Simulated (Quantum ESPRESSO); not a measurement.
Band-structure run of HfB₂ (part 3 of 3)

Continued. System: HfB₂ (P6/mmm, 3 atoms in the cell). Method: Kohn-Sham DFT of a periodic cell, PBEsol, spin-orbit coupling, PseudoDojo 0.4 FR PBEsol standard, no spin polarisation (Quantum ESPRESSO 7.5); cutoff 1034.03 eV, 10×10×8 k-mesh, fermi-dirac of 0.05 eV. The structure derives from an entry of the Crystallography Open Database.

Geometry of the input (Å; fractional positions):
```
3.1400  0.0000  0.0000
-1.5700  2.7193  0.0000
0.0000  0.0000  3.4800
Hf 0.0000  0.0000  0.0000
B  0.6667  0.3333  0.5000
B  0.3333  0.6667  0.5000
```

## Output, continued
```
   -45.0547 -45.0547 -19.4921 -19.4921 -12.0769 -12.0769 -11.6653 -11.6653
     5.4847   5.4847   9.9879   9.9879  11.1501  11.1501  12.3050  12.3050
    14.4919  14.4919  19.1853  19.1853  19.6858  19.6858  19.9704  19.9704
    20.8604  20.8604  25.2342  25.2342  25.4546  25.4546

          k = 0.1000 0.4041 0.0000 (  2247 PWs)   bands (ev):

   -45.0478 -45.0478 -19.5003 -19.5003 -12.0353 -12.0353 -11.7194 -11.7194
     5.1417   5.1417   9.3691   9.3691  12.1429  12.1429  12.5479  12.5479
    14.8327  14.8327  17.5778  17.5778  18.7762  18.7762  21.2271  21.2271
    21.8175  21.8175  22.8513  22.8513  25.4030  25.4030

          k = 0.1000 0.4041 0.1128 (  2242 PWs)   bands (ev):

   -45.0467 -45.0467 -19.5051 -19.5051 -12.0448 -12.0448 -11.7328 -11.7328
     5.2709   5.2709   9.2933   9.2933  11.9326  11.9326  12.6362  12.6362
    14.6084  14.6084  17.4742  17.4742  19.7394  19.7394  20.6827  20.6827
    21.9915  21.9915  23.7873  23.7873  24.5120  24.5120

          k = 0.1000 0.4041 0.2256 (  2246 PWs)   bands (ev):

   -45.0443 -45.0443 -19.5168 -19.5168 -12.0758 -12.0758 -11.7556 -11.7556
     5.5483   5.5483   9.2419   9.2419  11.6207  11.6207  12.4964  12.4964
    14.1441  14.1441  17.9432  17.9432  20.3568  20.3568  21.4544  21.4544
    22.3761  22.3761  23.4338  23.4338  24.9420  24.9420

          k = 0.1000 0.4041 0.3384 (  2239 PWs)   bands (ev):

   -45.0418 -45.0418 -19.5286 -19.5286 -12.1163 -12.1163 -11.7667 -11.7667
     5.7521   5.7521   9.4817   9.4817  11.3297  11.3297  11.9980  11.9980
    13.8570  13.8570  18.9296  18.9296  20.6821  20.6821  21.6874  21.6874
    22.9012  22.9012  23.3342  23.3342  25.5448  25.5448

          k = 0.1000 0.4041-0.4511 (  2244 PWs)   bands (ev):

   -45.0407 -45.0407 -19.5336 -19.5336 -12.1353 -12.1353 -11.7685 -11.7685
     5.8085   5.8085   9.7571   9.7571  11.1459  11.1459  11.6732  11.6732
    13.7844  13.7844  20.0914  20.0914  20.4375  20.4375  21.1264  21.1264
    22.6169  22.6169  24.5711  24.5711  25.1744  25.1745

          k = 0.1000 0.5196 0.0000 (  2240 PWs)   bands (ev):

   -45.0391 -45.0391 -19.5289 -19.5289 -12.1256 -12.1256 -11.7369 -11.7369
     6.3694   6.3694   7.9362   7.9362  11.8424  11.8424  12.4168  12.4168
    14.6924  14.6924  16.9942  16.9942  20.2413  20.2413  21.0217  21.0217
    22.1178  22.1178  23.4692  23.4692  24.9417  24.9417

          k = 0.1000 0.5196 0.1128 (  2241 PWs)   bands (ev):

   -45.0381 -45.0381 -19.5334 -19.5334 -12.1303 -12.1303 -11.7532 -11.7532
     6.4664   6.4664   7.8416   7.8416  11.7573  11.7573  12.6346  12.6346
    14.1690  14.1690  17.5684  17.5684  20.5135  20.5135  20.6230  20.6230
    22.6930  22.6930  23.8755  23.8755  24.8462  24.8462

          k = 0.1000 0.5196 0.2256 (  2242 PWs)   bands (ev):

   -45.0356 -45.0356 -19.5441 -19.5441 -12.1478 -12.1478 -11.7851 -11.7851
     6.4734   6.4734   7.9677   7.9677  11.5360  11.5360  12.9028  12.9028
    13.4789  13.4789  18.2992  18.2992  20.8306  20.8306  21.5156  21.5156
    23.0519  23.0519  24.0906  24.0906  25.2124  25.2124

          k = 0.1000 0.5196 0.3384 (  2254 PWs)   bands (ev):

   -45.0331 -45.0331 -19.5551 -19.5551 -12.1742 -12.1742 -11.8061 -11.8061
     6.2491   6.2491   8.5250   8.5250  11.3178  11.3178  12.3364  12.3364
    13.5452  13.5452  19.2082  19.2082  21.7587  21.7587  22.3662  22.3662
    23.0745  23.0745  23.7058  23.7058  24.8232  24.8232

          k = 0.1000 0.5196-0.4511 (  2250 PWs)   bands (ev):

   -45.0321 -45.0321 -19.5596 -19.5596 -12.1875 -12.1875 -11.8117 -11.8117
     6.1338   6.1338   8.8664   8.8664  11.3069  11.3069  11.8626  11.8626
    13.6462  13.6462  20.5552  20.5552  20.9123  20.9123  22.4072  22.4072
    23.5851  23.5851  23.8965  23.8965  24.3286  24.3286

          k = 0.2000 0.3464 0.0000 (  2238 PWs)   bands (ev):

   -45.0493 -45.0493 -19.4949 -19.4949 -11.9929 -11.9929 -11.7466 -11.7466
     4.9889   4.9889   9.9693   9.9693  11.4422  11.4422  12.6858  12.6858
    15.6941  15.6941  17.0221  17.0221  17.6955  17.6955  21.8723  21.8723
    23.3099  23.3099  23.4278  23.4278  23.6918  23.6918

          k = 0.2000 0.3464 0.1128 (  2236 PWs)   bands (ev):

   -45.0482 -45.0482 -19.4998 -19.4998 -12.0034 -12.0034 -11.7593 -11.7593
     5.1223   5.1223   9.9709   9.9709  11.1692  11.1692  12.6717  12.6717
    15.7131  15.7131  16.2413  16.2413  19.3486  19.3486  21.8831  21.8831
    22.3930  22.3930  23.0594  23.0594  24.6384  24.6384

          k = 0.2000 0.3464 0.2256 (  2247 PWs)   bands (ev):

   -45.0457 -45.0457 -19.5117 -19.5117 -12.0389 -12.0389 -11.7783 -11.7783
     5.4268   5.4268   9.9625   9.9625  10.8111  10.8111  12.4845  12.4845
    14.6200  14.6200  17.4323  17.4323  21.2609  21.2609  21.4200  21.4200
    22.2538  22.2538  22.8319  22.8319  24.6825  24.6825

          k = 0.2000 0.3464 0.3384 (  2243 PWs)   bands (ev):

   -45.0433 -45.0433 -19.5237 -19.5237 -12.0854 -12.0854 -11.7840 -11.7840
     5.6928   5.6928   9.9361   9.9361  10.8275  10.8275  12.0408  12.0408
    13.9913  13.9913  18.8796  18.8796  21.0641  21.0641  21.2386  21.2386
    22.9386  22.9386  23.8753  23.8753  24.2688  24.2688

          k = 0.2000 0.3464-0.4511 (  2240 PWs)   bands (ev):

   -45.0422 -45.0422 -19.5287 -19.5287 -12.1068 -12.1068 -11.7837 -11.7837
     5.7869   5.7869   9.9214   9.9214  11.0715  11.0715  11.6436  11.6436
    13.7933  13.7933  19.8846  19.8846  20.9844  20.9844  21.0661  21.0661
    22.0017  22.0017  25.2254  25.2254  25.5926  25.5928

          k = 0.2000 0.4619 0.0000 (  2241 PWs)   bands (ev):

   -45.0391 -45.0391 -19.5277 -19.5277 -12.0729 -12.0729 -11.7983 -11.7983
     6.1443   6.1443   8.8706   8.8706  10.5867  10.5867  12.7384  12.7384
    15.8031  15.8031  16.2381  16.2381  18.1986  18.1986  22.2148  22.2148
    23.3334  23.3334  24.1848  24.1848  25.5615  25.5615

          k = 0.2000 0.4619 0.1128 (  2239 PWs)   bands (ev):

   -45.0381 -45.0381 -19.5322 -19.5322 -12.0754 -12.0754 -11.8168 -11.8168
     6.2139   6.2139   8.8153   8.8153  10.5257  10.5257  12.8108  12.8108
    14.7826  14.7826  17.2512  17.2512  19.0239  19.0239  21.8657  21.8657
    23.1000  23.1000  24.3666  24.3666  25.5931  25.5931

          k = 0.2000 0.4619 0.2256 (  2238 PWs)   bands (ev):

   -45.0356 -45.0356 -19.5430 -19.5430 -12.0901 -12.0901 -11.8512 -11.8512
     6.2971   6.2971   8.7613   8.7613  10.5302  10.5302  12.8243  12.8243
    13.9226  13.9226  18.4979  18.4979  20.8127  20.8127  21.4156  21.4156
    23.0096  23.0096  23.8292  23.8292  25.8298  25.8299

          k = 0.2000 0.4619 0.3384 (  2243 PWs)   bands (ev):

   -45.0331 -45.0331 -19.5540 -19.5540 -12.1185 -12.1185 -11.8698 -11.8698
     6.2619   6.2619   8.7785   8.7785  10.8217  10.8217  12.5320  12.5320
    13.5307  13.5307  19.8099  19.8099  21.4780  21.4780  22.2011  22.2011
    23.2117  23.2117  23.7408  23.7408  24.6287  24.6287

          k = 0.2000 0.4619-0.4511 (  2250 PWs)   bands (ev):

   -45.0321 -45.0321 -19.5585 -19.5585 -12.1339 -12.1339 -11.8734 -11.8734
     6.2196   6.2196   8.7860   8.7860  11.1275  11.1275  12.2366  12.2366
    13.4352  13.4352  20.5755  20.5755  21.8074  21.8074  22.0420  22.0420
    23.3856  23.3856  23.8808  23.8808  24.5265  24.5265

          k = 0.2000 0.5774 0.0000 (  2228 PWs)   bands (ev):

   -45.0352 -45.0352 -19.5403 -19.5403 -12.1054 -12.1054 -11.8154 -11.8154
     7.2964   7.2964   7.6898   7.6898  10.3366  10.3366  12.8203  12.8203
    15.3380  15.3380  16.1652  16.1652  19.3705  19.3705  21.0358  21.0358
    23.2773  23.2773  25.2569  25.2569  26.3526  26.3527

          k = 0.2000 0.5774 0.1128 (  2241 PWs)   bands (ev):

   -45.0342 -45.0342 -19.5446 -19.5446 -12.1054 -12.1054 -11.8355 -11.8355
     7.3809   7.3809   7.5798   7.5798  10.3471  10.3471  12.9451  12.9451
    14.3590  14.3590  17.4718  17.4718  19.7385  19.7385  21.1193  21.1193
    22.8371  22.8371  25.6884  25.6884  25.9180  25.9180

          k = 0.2000 0.5774 0.2256 (  2238 PWs)   bands (ev):

   -45.0317 -45.0317 -19.5550 -19.5550 -12.1129 -12.1129 -11.8751 -11.8751
     7.0311   7.0311   7.8800   7.8800  10.4472  10.4472  13.1479  13.1479
    13.5079  13.5079  19.1273  19.1273  20.7327  20.7327  21.3427  21.3427
    22.6161  22.6161  24.9719  24.9719  25.4782  25.4782

          k = 0.2000 0.5774 0.3384 (  2256 PWs)   bands (ev):

   -45.0293 -45.0293 -19.5655 -19.5655 -12.1334 -12.1334 -11.8996 -11.8996
     6.6622   6.6622   8.1544   8.1544  10.7533  10.7533  12.8088  12.8088
    13.4542  13.4542  20.2275  20.2275  21.9404  21.9404  22.1141  22.1141
    23.1704  23.1704  23.4849  23.4849  24.3748  24.3748

          k = 0.2000 0.5774-0.4511 (  2244 PWs)   bands (ev):

   -45.0282 -45.0282 -19.5700 -19.5700 -12.1460 -12.1460 -11.9052 -11.9052
     6.5196   6.5196   8.2291   8.2291  11.0017  11.0017  12.5495  12.5495
    13.5151  13.5151  20.7638  20.7638  22.2144  22.2144  22.6353  22.6353
    23.0314  23.0314  23.6839  23.6839  24.3119  24.3119

          k = 0.3000 0.5196 0.0000 (  2228 PWs)   bands (ev):

   -45.0337 -45.0337 -19.5444 -19.5444 -12.0787 -12.0787 -11.8659 -11.8659
     7.3703   7.3703   8.5011   8.5011   9.1698   9.1698  13.2778  13.2778
    14.4622  14.4622  17.7293  17.7293  17.9586  17.9586  20.5236  20.5236
    25.2371  25.2371  25.7493  25.7493  26.5556  26.5557

          k = 0.3000 0.5196 0.1128 (  2238 PWs)   bands (ev):

   -45.0327 -45.0327 -19.5486 -19.5486 -12.0733 -12.0733 -11.8910 -11.8910
     7.3445   7.3445   8.4068   8.4068   9.2870   9.2870  13.2500  13.2500
    14.1036  14.1036  18.3801  18.3801  18.6157  18.6157  20.7041  20.7041
    24.6756  24.6756  24.8428  24.8428  26.6612  26.6613

          k = 0.3000 0.5196 0.2256 (  2246 PWs)   bands (ev):

   -45.0302 -45.0302 -19.5589 -19.5589 -12.0662 -12.0662 -11.9443 -11.9443
     7.1748   7.1748   8.1574   8.1574   9.7908   9.7908  13.1716  13.1716
    13.6345  13.6345  19.5796  19.5796  20.3712  20.3712  21.2211  21.2211
    23.3702  23.3702  23.9724  23.9724  25.3820  25.3820

          k = 0.3000 0.5196 0.3384 (  2250 PWs)   bands (ev):

   -45.0278 -45.0278 -19.5693 -19.5693 -12.0797 -12.0797 -11.9750 -11.9750
     6.9344   6.9344   7.9125   7.9125  10.5179  10.5179  13.0475  13.0475
    13.4284  13.4284  20.7128  20.7128  21.7448  21.7448  22.3275  22.3275
    22.6369  22.6369  23.5148  23.5148  24.4327  24.4327

          k = 0.3000 0.5196-0.4511 (  2258 PWs)   bands (ev):

   -45.0268 -45.0268 -19.5737 -19.5737 -12.0941 -12.0941 -11.9784 -11.9784
     6.8275   6.8275   7.8142   7.8142  10.8867  10.8867  12.9940  12.9940
    13.3683  13.3683  20.8413  20.8413  21.8907  21.8907  22.9365  22.9365
    23.2763  23.2763  23.7845  23.7845  24.3109  24.3109

     the Fermi energy is    16.2953 ev

!    total energy              =    -124.98945557 Ry
     estimated scf accuracy    <          1.7E-10 Ry
     smearing contrib. (-TS)   =      -0.00018407 Ry
     internal energy E=F+TS    =    -124.98927150 Ry

     The total energy is F=E-TS. E is the sum of the following terms:
     one-electron contribution =      -6.80709431 Ry
     hartree contribution      =      13.04336188 Ry
     xc contribution           =     -33.52569969 Ry
     ewald contribution        =     -97.69983939 Ry

     convergence has been achieved in   9 iterations

     Forces acting on atoms (cartesian axes, Ry/au):

     atom    1 type  1   force =     0.00000000    0.00000000    0.00000000
     atom    2 type  2   force =     0.00000000    0.00000000    0.00000000
     atom    3 type  2   force =     0.00000000    0.00000000   -0.00000000

     Total force =     0.000000     Total SCF correction =     0.000000

     Computing stress (Cartesian axis) and pressure

          total   stress  (Ry/bohr**3)                   (kbar)     P=      -37.05
  -0.00023176  -0.00000000  -0.00000000          -34.09       -0.00       -0.00
  -0.00000000  -0.00023176  -0.00000000           -0.00      -34.09       -0.00
   0.00000000   0.00000000  -0.00029199            0.00        0.00      -42.95

=------------------------------------------------------------------------------=
   JOB DONE.
=------------------------------------------------------------------------------=
```

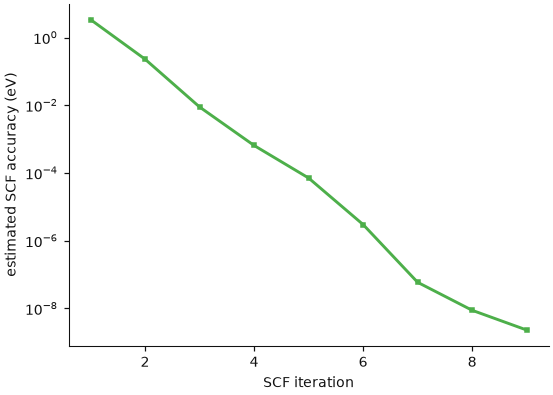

Convergence of the self-consistent field: estimated SCF accuracy against the iteration. The field takes 9 iterations in all.

## Summary

| quantity | value |
| --- | --- |
| outcome | converged |
| space group (tolerance 0.01 Å) | P6/mmm (191) |
| electrons treated | 18 |
| free energy | −1700.5682 eV |
| Fermi energy | 16.295 eV |
| gap on the k-point mesh | none (metallic) |
| pressure | −3.70 GPa |
| largest force (length of the vector) | under 0.001 eV/Å |
| wall time | 2.6 min |
| peak memory | 0.23 GiB |
